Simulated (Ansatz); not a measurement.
**Single-point calculation, with input and output: C**

The run: single-point calculation of C (slab, 13 atoms in the cell). Method and program: DFT PBE, scalar-relativistic, plane waves, PAW, no spin polarisation (Ansatz 0.2.0).

The structure derives from an entry of the Crystallography Open Database. It belongs to a series of runs on one base structure; here: (1 0 0) slab cut from the bulk. Figures and captions count atoms from 1; the log counts them from 0 in places.

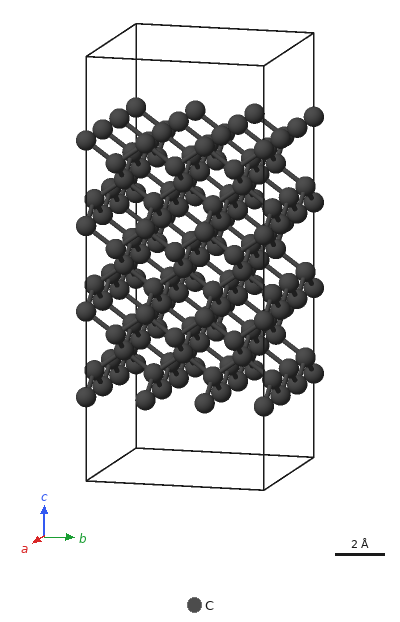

*The input geometry (ball-and-stick view of the 3 × 3 repeat of the cell, with the vacuum cut short, seen slightly off an axis). An atom can appear more than once, as a periodic image.*

Near neighbours in the periodic cell (some may lie outside the picture): C has 2 C at 1.55 Å; C has 4 C at 1.55 Å.

The input
```yaml
crystal:
  lattice:
    - [2.5254142366, 0.0, 0.0]
    - [0.0, 2.5254142366, 0.0]
    - [0.0, 0.0, 25.714425192]
  atoms:
    - { symbol: C, position: [0.0, 0.0, 0.2916650846] }
    - { symbol: C, position: [0.5, 0.0, 0.3263875705] }
    - { symbol: C, position: [0.5, 0.5, 0.3611100564] }
    - { symbol: C, position: [0.0, 0.5, 0.3958325423] }
    - { symbol: C, position: [0.0, 0.0, 0.4305550282] }
    - { symbol: C, position: [0.5, 0.0, 0.4652775141] }
    - { symbol: C, position: [0.5, 0.5, 0.5] }
    - { symbol: C, position: [0.0, 0.5, 0.5347224859] }
    - { symbol: C, position: [0.0, 0.0, 0.5694449718] }
    - { symbol: C, position: [0.5, 0.0, 0.6041674577] }
    - { symbol: C, position: [0.5, 0.5, 0.6388899436] }
    - { symbol: C, position: [0.0, 0.5, 0.6736124295] }
    - { symbol: C, position: [0.0, 0.0, 0.7083349154] }
basis:
  ecutwfc: 420
kpoints:
  mp_grid: { grid: [10, 10, 1] }
hamiltonian:
  xc: pbe
scf:
  occupations: { method: gaussian, width: 0.05 }
output:
  forces: true
  stress: true
  eigenvalues: true
  write_density: true
  write_potential: true
  elf: true
  volumetric_format: npy
efield:
  axis: 3
  dipole_correction: true
  ramp_width: 0.04
```

Hardware: 1 thread of Intel Xeon @ 3.00GHz (Skylake/Cascade Lake), 16 GiB of memory available, shared host.

Run as:
```bash
ansatz run input.yaml --threads 1 --pin off --max-ram 2560MiB --backend cpu --events-out ev --progress --plain --runs-dir out
```

Log
```
Engine: ansatz 0.2.0, x86_64-unknown-linux-gnu
Pseudopotentials: kind: paw
Pseudopotential: C, paw, valence charge 4, recommended cutoff 420 eV (normal), C.paw.azcp
Functional definition: PBE
  parameter kappa = 0.804
  parameter beta = 0.06672455060314922
  exchange = pbe_x(kappa = kappa, mu = beta*pi^2/3)
  correlation = pbe_c(beta = beta)
Crystal: 13 atoms, lattice volume = 163.999 Å³
Basis set: ecut = 420 eV, 3197 PW (Γ), exchange–correlation on 36×36×360 points (8 copies of the dense FFT grid, shifted against one another)
Bands: 39, of which v1, the nominal top of the filled ones, is band 26 counted from 1 (25 counted from 0)
Symmetry: 4 space group operations
k-points: 36 of 100
Non-local potential: C, projectors of the file, l = 0: 2, l = 1: 2, l = 2: 1
PAW form: soft (Blöchl's): semilocal exchange-correlation on the pseudo side does not see the compensation charge
PAW one-centre angular grid: C, 110 points (default); XC on 64 Gauss nodes
Initial density: superposition of atomic densities (neutral atoms: chi_scale 0, normalization atom), corrected by the library's trained network
Initial wavefunctions: pseudopotential atomic-orbital guess
Functional: x = pbe(κ = 0.804, μ = 0.2195149727645171), c = pbe(β = 0.06672455060314922)
SCF iter   1: F=—  HF=-3253.566539 eV  |F-HF|=—  |Δ(HF+E_count)|=         —  Δρ=5.87e-3  dr2=4.51e-1  ethr=1.77e-3  p=0.000 e·Å  D=2.24e-13 V/Å  ΔV_dip=-0.00 eV  dr2_dipole=5.87e-6  V_vac-E_F(+/−)=7.22/7.22 eV  ⟨swp⟩=7.7  Hψ=8102  notcnv=0  defer=110
efield: sawtooth ramp at fractional position 0.9800 (placed from the atoms, in the widest stretch of the axis that holds none; the zero of the levels goes with the place), width 0.0400; the density the first Hamiltonian is built on has a dipole p = 0.000 e·Å; the dipole correction subtracts the counter field D = 2.24e-13 V/Å, which shifts the + side's vacuum level by -0.00 eV against the − side's; the planar-averaged density in the ramp window peaks in size at 2.2e-5 e/Å³
preconditioner: auto → LDOS  [insulator: Δε(μ)=0.076 eV  Ē_g=15.562 eV  σ=0.050 eV  W_gap=0.67  n_scr=18 (ndim 8)  ℏωp=20.9 eV  f_vac=0.470  D(μ)=1.90/eV (n_scr^D=10)  ε∞_Penn≈2.8  β→1.0]
SCF iter   2: F=—  HF=-3253.526100 eV  |F-HF|=—  |Δ(HF+E_count)|=   4.04e-2  Δρ=2.99e-3  dr2=2.07e-2  ethr=8.66e-4  p=-0.000 e·Å  D=-4.46e-5 V/Å  ΔV_dip=0.00 eV  dr2_dipole=7.49e-6  V_vac-E_F(+/−)=7.39/7.39 eV  ⟨swp⟩=2.6  Hψ=1939  notcnv=0  defer=220
SCF iter   3: F=—  HF=-3253.520741 eV  |F-HF|=—  |Δ(HF+E_count)|=   5.36e-3  Δρ=1.06e-3  dr2=4.58e-3  ethr=3.98e-5  p=0.000 e·Å  D=7.17e-6 V/Å  ΔV_dip=-0.00 eV  dr2_dipole=1.44e-6  V_vac-E_F(+/−)=7.45/7.45 eV  ⟨swp⟩=3.2  Hψ=3138  notcnv=0  defer=226
SCF iter   4: F=—  HF=-3253.520226 eV  |F-HF|=—  |Δ(HF+E_count)|=   5.15e-4  Δρ=3.30e-4  dr2=8.19e-4  ethr=8.80e-6  p=0.000 e·Å  D=1.59e-5 V/Å  ΔV_dip=-0.00 eV  dr2_dipole=2.58e-9  V_vac-E_F(+/−)=7.48/7.48 eV  ⟨swp⟩=2.6  Hψ=1937  notcnv=0  defer=226
SCF iter   5: F=—  HF=-3253.520149 eV  |F-HF|=—  |Δ(HF+E_count)|=   7.74e-5  Δρ=1.20e-4  dr2=8.74e-5  ethr=1.58e-6  p=0.000 e·Å  D=1.31e-5 V/Å  ΔV_dip=-0.00 eV  dr2_dipole=1.92e-8  V_vac-E_F(+/−)=7.51/7.51 eV  ⟨swp⟩=2.4  Hψ=1620  notcnv=0  defer=226
SCF iter   6: F=—  HF=-3253.520211 eV  |F-HF|=—  |Δ(HF+E_count)|=   6.27e-5  Δρ=2.78e-5  dr2=4.60e-6  ethr=1.68e-7  p=0.000 e·Å  D=7.92e-6 V/Å  ΔV_dip=-0.00 eV  dr2_dipole=1.71e-8  V_vac-E_F(+/−)=7.52/7.52 eV  ⟨swp⟩=2.2  Hψ=2201  notcnv=0  defer=226
SCF iter   7: F=—  HF=-3253.520211 eV  |F-HF|=—  |Δ(HF+E_count)|=   5.93e-7  Δρ=1.51e-5  dr2=4.15e-7  ethr=8.85e-9  p=0.000 e·Å  D=3.75e-6 V/Å  ΔV_dip=-0.00 eV  dr2_dipole=2.05e-9  V_vac-E_F(+/−)=7.53/7.53 eV  ⟨swp⟩=2.8  Hψ=2355  notcnv=0  defer=226
SCF iter   8: F=-3253.520211 eV  HF=-3253.520211 eV  |F-HF|=2.28e-8  |Δ(HF+E_count)|=   3.04e-7  Δρ=7.73e-6  dr2=9.84e-8  ethr=1.92e-10  p=0.000 e·Å  D=9.77e-7 V/Å  ΔV_dip=-0.00 eV  dr2_dipole=1.66e-11  V_vac-E_F(+/−)=7.53/7.53 eV  ⟨swp⟩=25.6  Hψ=15599  notcnv=0
SCF 1 converged in 8 iterations: F = -3253.520211 eV  dr2 = 9.84e-8
  greatest PAW one-centre occupation: 0.660 electrons in one spin orbital (limit 2), on the C atom at site 0 (counted from 0), in its partial waves of l = 0
WARN: The output density's exchange-correlation potential varies sharply where the density is thin. Do not read a vacuum level from v_tot or v_xc, or from such a field of the output density. On a cell that repeats whose density bears no net charge and no dipole along the vacuum's axis use v_es (v_loc + v_h of the components); under efield.dipole_correction with no amplitude use v_es + v_field, which holds any external_charges[].barrier, or the levels of the report's work_function block, which leave it out; under a non-zero efield.amplitude the vacuum is tilted and has no level; on a cell that repeats and bears such a dipole with no correction it is tilted too, and efield.dipole_correction with no amplitude gives each side of its ramp a level where efield: is served; in a cell that repeats whose density bears a net charge (total_charge, or a fill off its count) it is curved and has none; of a slab under crystal.periodic whose density bears no net charge use v_es, which has a level on each side, short of where the two are joined; of another it falls or rises all the way out and has none; of a slab beside external_charges read slab_vacuum_level instead, which it has where they leave it neutral. The grid or the basis barely resolves most such structure, and the values can differ between equally converged runs; as a rule a tighter scf.convergence.dr2_threshold does not remove it. Where the density itself ripples (under the LDA too) a higher basis.ecutwfc lessens it. The files hold the spikes' plane waves up to the density's cutoff. Files: v_tot_of_output_density and the like, and their columns of v_z.tsv (output.write_potential); v_xc_of_output_density and the like, and their columns of v_comp_z.tsv (output.write_potential_components). Measured: with its Gaussian average of σ = 0.25 Å subtracted twice, the exchange-correlation potential is over 0.1 eV at 75 of the grid points where the equally averaged density (valence and model cores) is under 1e-3 e/Å³, and 0.496 eV at the most among them, at an averaged density of 4.3e-7 e/Å³. The input density's (outcome.potential() and, of a run that writes arrays, v_tot and v_xc) is over 0.1 eV, so measured, at 386 points of its own thin density, 0.185 eV at the most. See output.write_potential in the manual, Limitations
SCF converged after 8 iterations
Free energy (F): -3253.520211 eV
Harris-Foulkes:  -3253.520211 eV  (|F-HF|=2.28e-8)
Internal energy: -3253.517438 eV  (E = F + TS)
E sigma→0 (E₀):  -3253.518824 eV
Entropy (-TS):   -0.002773 eV (-0.213 meV/atom)
Fermi energy:    1.881725 eV
Dipole field:    D = 0.000007 V/Å  (p = 0.000006 e·Å, saw-weighted, corrected)
Work function:   Φ+ = 7.5274 eV   Φ− = 7.5276 eV
Levels:          The Fermi level and band energies are counted from a zero that moves with the ramp; work functions are not
--- Per-component energies (eV) ---
  E_band       = -344.551263
  E_kinetic    = 1172.801319
  E_local      = -49951.213427  (includes V_loc(G=0)·N_el)
  E_nonlocal   = 346.650120
  E_hartree    = 24472.671642
  E_xc         = -624.638938
  E_vxc        = -774.534200  (∫ρ·V_xc dr)
  E_paw        = -1287.490849  (= ΣΔE_a)
  E_vpaw       = -83.587741  (= ΣTr[D̂ρ^β])
  E_aug_tail   = 0.000109  (compensation charges beyond the density's cutoff)
  E_efield     = 0.000000  (sawtooth field / dipole correction)
  E_vefield    = 0.000000  (∫n·V_field dr)
  E_ewald      = 22617.702586
  E_smearing   = -0.002773  (= −TS)
  E_closure    = -0.000000  (closes the sum)
  Σ components = -3253.520211   (vs F -3253.520211, Δ=0.00e0)
--- Forces (eV/Å), atoms counted from 1 ---
  atom   1  C      0.00000000     0.00000000     2.25739811
  atom   2  C      0.00000000     0.00000000    -2.36512604
  atom   3  C      0.00000000     0.00000000     0.23747265
  atom   4  C      0.00000000     0.00000000    -0.14122208
  atom   5  C      0.00000000     0.00000000     0.01495755
  atom   6  C      0.00000000     0.00000000    -0.01086869
  atom   7  C      0.00000000     0.00000000    -0.00001534
  atom   8  C      0.00000000     0.00000000     0.01087518
  atom   9  C      0.00000000     0.00000000    -0.01494577
  atom  10  C      0.00000000     0.00000000     0.14121819
  atom  11  C      0.00000000     0.00000000    -0.23747311
  atom  12  C      0.00000000     0.00000000     2.36512370
  atom  13  C      0.00000000     0.00000000    -2.25739827
  max |Σ_I F_I| component: 3.93e-6 eV/Å
--- Stress (GPa, compression-positive) ---
       -4.511816       0.000000       0.000000
        0.000000      -4.511821       0.000000
        0.000000       0.000000      -3.952277
  P = ⅓ Tr σ = -4.3253 GPa (-43.253 kbar)
--- Band table (eV; the first three rows and the last of 36) ---
  k-point 0: bands = ["-19.4968", "-18.7768", "-17.7069", "-16.3004", "-14.5839", "-12.5997", "-10.4037", "-8.0651", "-5.6806", "-4.3653", "-4.3653", "-3.6815", "-3.6815", "-3.3723", "-2.6858", "-2.6858", "-1.4219", "-1.4219", "-1.2767", "-0.0024", "-0.0024", "0.4580", "1.2360", "1.2360", "1.8273", "2.0495", "5.6381", "5.6381", "6.0089", "6.0213", "6.5482", "6.5983", "7.1324", "7.2371", "8.0406", "8.3672", "8.3672", "8.9878", "9.1962"]
  k-point 1: bands = ["-19.3133", "-18.5948", "-17.5279", "-16.1269", "-14.4202", "-12.4551", "-10.2965", "-8.0494", "-5.9565", "-5.1284", "-4.5629", "-4.2151", "-3.9228", "-3.5423", "-3.0961", "-2.5667", "-2.3629", "-1.4227", "-1.3369", "-0.6776", "0.0264", "0.1299", "0.6903", "1.1775", "1.7512", "1.8906", "5.2439", "5.7063", "6.5531", "6.6872", "7.0842", "7.4256", "7.8604", "8.0623", "8.4523", "8.5456", "8.7445", "9.2249", "9.4316"]
  k-point 2: bands = ["-18.7648", "-18.0516", "-16.9951", "-15.6136", "-13.9459", "-12.0747", "-10.0900", "-8.4140", "-7.3742", "-6.3832", "-6.2014", "-4.9960", "-4.3893", "-3.7760", "-3.4141", "-3.1390", "-2.3731", "-2.2303", "-1.8188", "-1.1127", "-0.6188", "-0.1471", "0.0691", "0.9662", "1.4423", "1.5462", "4.3452", "5.8829", "7.2092", "7.6734", "8.2266", "8.7300", "8.7569", "9.0574", "9.1924", "9.6510", "9.8733", "10.0606", "10.2381"]
  k-point 35: bands = ["-10.8977", "-10.8968", "-10.8938", "-10.8938", "-10.5154", "-10.4952", "-10.4951", "-10.4757", "-10.2563", "-9.9353", "-9.9353", "-8.4117", "-8.3582", "-6.1834", "-6.1834", "-6.1779", "-6.0076", "-5.3087", "-5.2759", "-5.2759", "-5.0482", "-4.7420", "-4.3781", "-4.3781", "0.5057", "0.5057", "1.7086", "1.7358", "7.1336", "7.3372", "7.3372", "7.3985", "8.8671", "9.4707", "9.4707", "9.5118", "11.1057", "11.6214", "12.3443"]
```

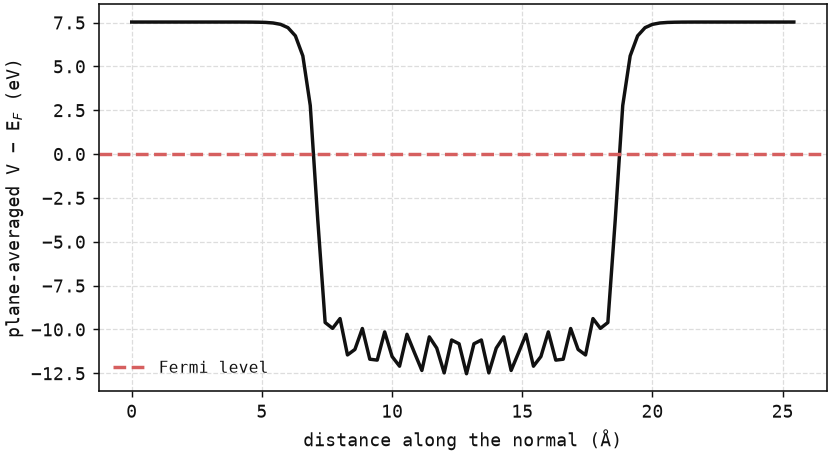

*Plane average of the electrostatic potential energy of an electron across the cell, from the Fermi level.*

The vacuum level lies 7.53 eV above the Fermi level.

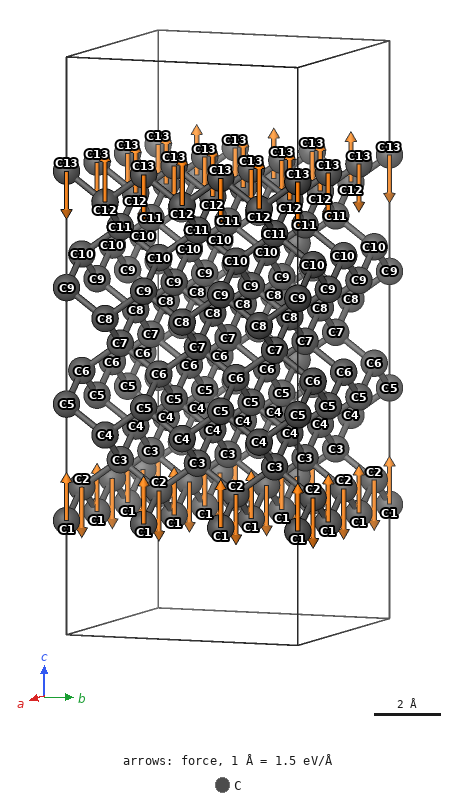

*Forces on the atoms as orange arrows (ball-and-stick view of the 3 × 3 repeat of the cell, with the vacuum cut short, seen slightly off an axis; atoms are numbered from 1 in the order of the input); the smallest are left out.*

The largest act on C2, C12 (2.37 eV/Å); C1, C13 (2.26 eV/Å). The geometry is not a stationary point of this energy.

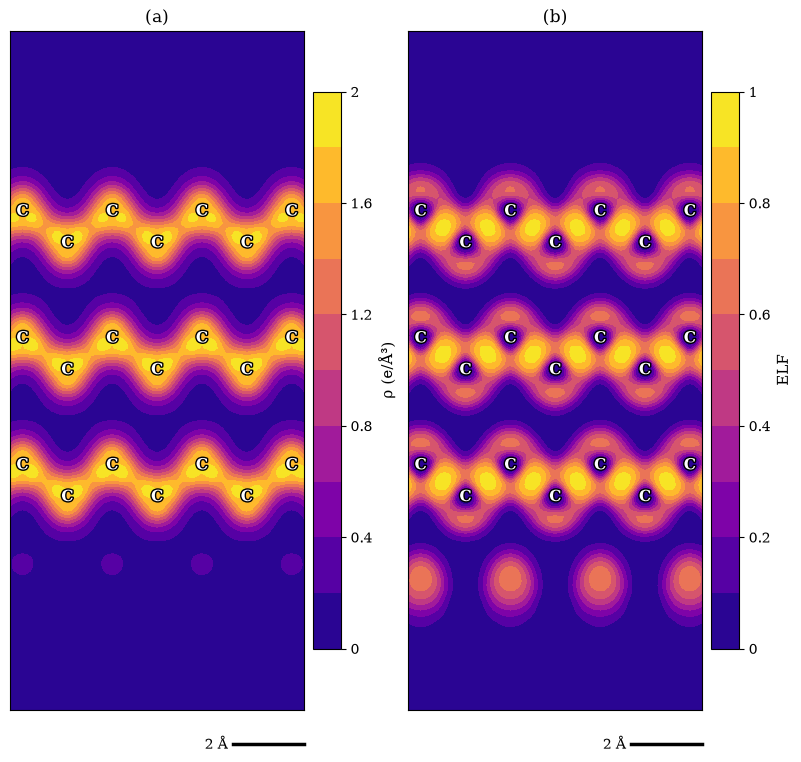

*(a) valence electron density; (b) ELF on the (010) plane of the calculation cell, a cut from vacuum to vacuum.*

The density dies away to nearly zero in the vacuum. The fields are those of the smooth PAW valence density.

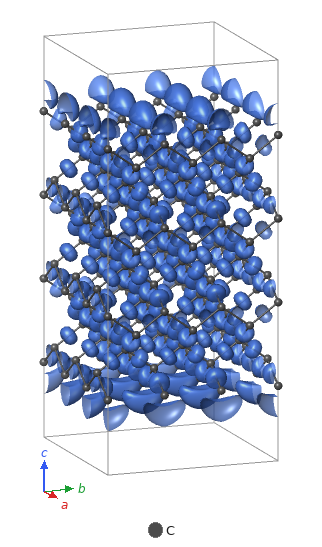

*Isosurface of the ELF at 0.8 (blue), seen slightly off an axis. Core shells and regions of very low density are left out. Sticks mark near contacts.*

Profiles from the grid: C–C (1.55 Å): the ELF peaks at about 0.95 between the atoms (localised, shared-pair bonding).

Results in brief

```json
{"quantity": "outcome", "value": "converged"}
{"quantity": "electrons treated", "value": "52"}
{"quantity": "free energy", "value": "−3253.5202 eV"}
{"quantity": "work function, top face", "value": "7.53 eV"}
{"quantity": "work function, bottom face", "value": "7.53 eV"}
{"quantity": "Fermi energy", "value": "1.882 eV"}
{"quantity": "gap on the k-point mesh", "value": "none (metallic)"}
{"quantity": "work function (upper face)", "value": "7.53 eV"}
{"quantity": "largest force (length of the vector)", "value": "2.365 eV/Å"}
{"quantity": "wall time", "value": "26 s"}
{"quantity": "peak memory", "value": "0.47 GiB"}
```

Notes

Warnings of the run: the exchange-correlation potential is rough where the density is thin.
